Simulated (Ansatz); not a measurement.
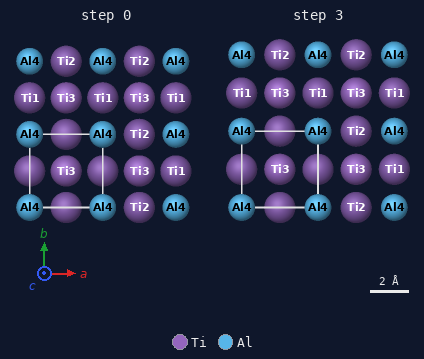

The structure of crystalline Ti$_{3}$Al (a generated structure, set up in Pm-3m) (coarse preliminary run) before (left) and after (right) a relaxation, at one scale.

A spheres-only model of the cell of the calculation, repeated 2 × 2 × 1 with one cell outlined, seen along the c axis.

Level of theory: DFT PBE, scalar-relativistic, plane waves, PAW (Ansatz).

The input:
```yaml
crystal:
  lattice:
    - [3.88121126, 0.0, 0.0]
    - [0.0, 3.88121126, 0.0]
    - [0.0, 0.0, 3.88121126]
  atoms:
    - { symbol: Ti, position: [0.0, 0.5, 0.5] }
    - { symbol: Ti, position: [0.5, 0.0, 0.5] }
    - { symbol: Ti, position: [0.5, 0.5, 0.0] }
    - { symbol: Al, position: [0.0, 0.0, 0.0] }
basis:
  ecutwfc: 420
kpoints:
  mp_grid: { grid: [4, 4, 4] }
hamiltonian:
  xc: pbe
scf:
  occupations: { method: gaussian, width: 0.1 }
  lower_state_search: "off"
output:
  forces: true
  stress: true
  eigenvalues: true
relax:
  adjacent_minimum: "off"
  f_tol: 0.04
  max_steps: 70
  cell: { stress_tol: 0.4 }
```

Launched with:
```bash
ansatz run input.yaml --threads 1 --pin off --max-ram 2560MiB --backend cpu --events-out ev --progress --plain --runs-dir out
```

Question: Summarise the run.

Answer: No atom moves by more than 0.005 Å relative to the cell. The drawn cell changes as follows: a = b = c 3.881 → 4.053 Å (+4.4 %); the volume changes by +13.9 %. Near-neighbour distances that change, for instance: Ti1–Ti2 2.744 → 2.866 Å, Ti1–Al4 2.744 → 2.866 Å. The space group stays Pm-3m (No. 221). After 2 accepted moves (3 points after the start) the energy has fallen by 103 meV per atom. All forces vanish by symmetry, so only the cell relaxes. The pressure goes from 18.34 to −0.16 GPa. At 1 point the geometry stayed and the basis and grid were re-selected for the new cell (energy shift of 0.9 meV per atom at most each time). Cost: 2.5 s on 1 thread of Intel(R) Xeon(R) Platinum 8559C (Emerald Rapids), with other jobs on the host, peak memory 0.39 GiB.

Limits of the set-up: the k-point mesh is coarse for a cell with partly filled bands.
